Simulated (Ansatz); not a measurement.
# HfO$_{2}$: what the fields show

Input

```
crystal:
  lattice:
    - [4.5875472177, 0.0, 0.0]
    - [0.0, 4.5875472177, 0.0]
    - [0.0, 0.0, 3.3542377395]
  atoms:
    - { symbol: Hf, position: [0.0, 0.0, 0.0] }
    - { symbol: Hf, position: [0.5, 0.5, 0.5] }
    - { symbol: O, position: [0.1925474758, 0.8074525242, 0.5] }
    - { symbol: O, position: [0.3074525242, 0.3074525242, 0.0] }
    - { symbol: O, position: [0.6925474758, 0.6925474758, 0.0] }
    - { symbol: O, position: [0.8074525242, 0.1925474758, 0.5] }
basis:
  ecutwfc: 420
kpoints:
  mp_grid: { grid: [6, 6, 8] }
hamiltonian:
  xc: pbe
scf:
  occupations: { method: gaussian, width: 0.02 }
output:
  forces: true
  stress: true
  eigenvalues: true
  write_density: true
  write_potential: true
  elf: true
  volumetric_format: npy
relax:
  adjacent_minimum: "off"
  f_tol: 0.008
  max_steps: 40
  cell: { stress_tol: 0.015, fix: [a, b, gamma] }
```

Launched as:

```sh
ansatz run input.yaml --threads 1 --pin off --max-ram 2560MiB --backend cpu --events-out ev --progress --plain --runs-dir out
```

Below, planes, directions and counts refer to the conventional cell (a = 4.59 Å, b = 4.59 Å, c = 3.39 Å, α = 90.00°, β = 90.00°, γ = 90.00°).

The fields are those of the relaxed geometry.

Space group P4₂/mnm; a structure from a database of computed crystals, not necessarily the ambient phase; changed on purpose from its base cell (biaxial strain in the a-b plane, c and atoms relaxed: -6.0 %); computed pressure about 16 GPa in this cell.

Method: DFT PBE, scalar-relativistic, plane waves, PAW (Ansatz 0.2.0).

The density is the valence pseudo-density of a PAW calculation; it isn't the true density close to the nuclei.

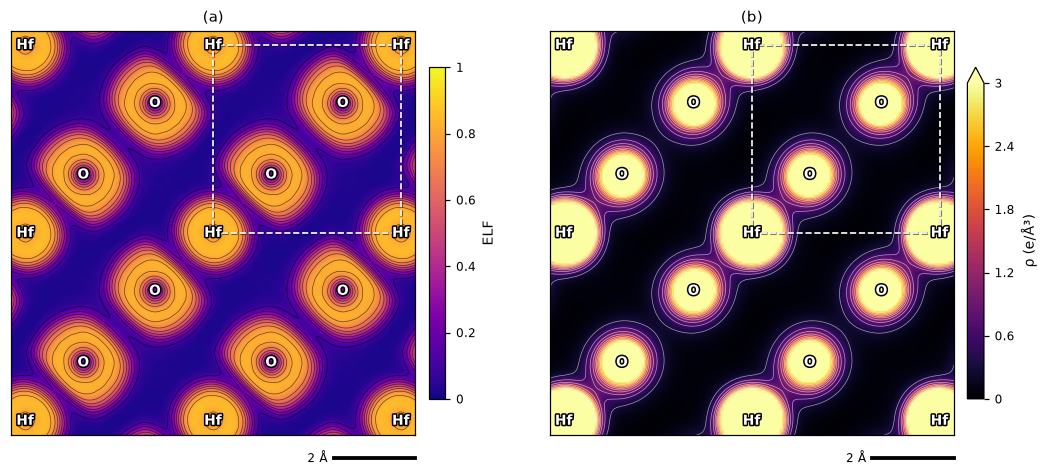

Figure 1. (a) electron localisation function; (b) valence charge density (pseudo) on the (001) plane of the conventional cell.

Q: What does the map show?

A: The section cuts through Hf and O sites. Hf–O (2.01 Å): the density is about 0.95 e/Å³ at the midpoint; the ELF peaks at about 0.85 in the valence shell of O, 0.6 Å from its nucleus, and drops to about 0.20 between the two atoms: no shared electron pair shows on this line. Between the atoms the lowest density in this plane is 0.04 e/Å³. The features right at Hf lie inside the PAW spheres, where the map follows smoothed inner orbitals and isn't to be read closely.

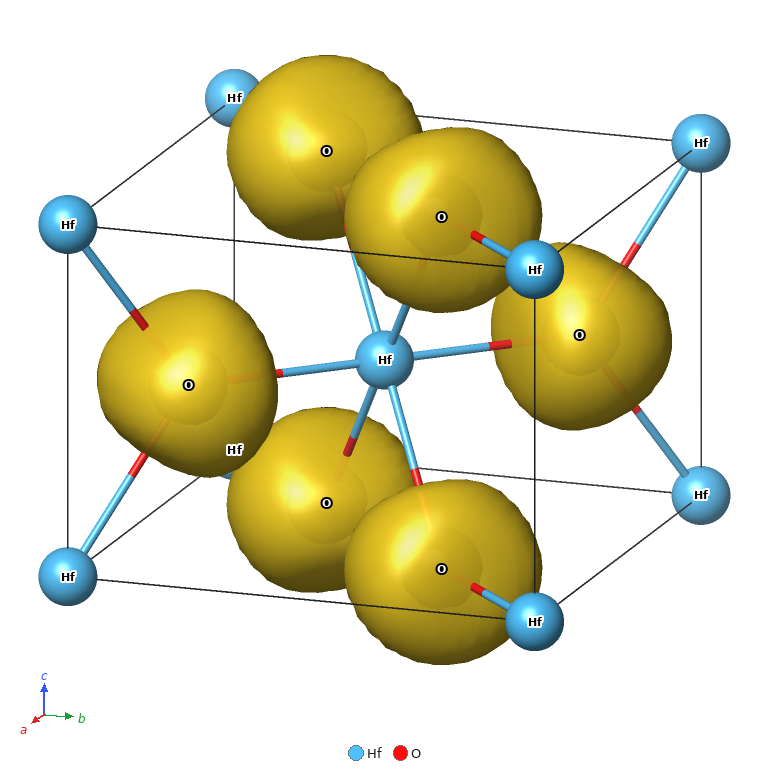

Figure 2. Isosurface of the electron localisation function at 0.7 (yellow), seen slightly off an axis. Only the valence region is drawn (cores and ρ < 0.01 e/Å³ removed). Sticks mark near contacts.

Q: Identify the bonds, lone pairs and shells in this picture.

A: The ELF exceeds this value in four regions wrapped around O (the valence shell of each), counted in one cell of 6 atoms. Any copies at cell faces, edges or corners count once. Along the contacts the grid gives the following. Hf–O (2.10 Å): the ELF peaks at about 0.85 in the valence shell of O, 0.6 Å from its nucleus, and drops to about 0.20 between the two atoms: no shared electron pair shows on this line.

Q: Metal or insulator at this level of theory?

A: It is gapped, with a Kohn–Sham gap of 3.9 eV on the k-point mesh, an upper bound to the gap of this method.
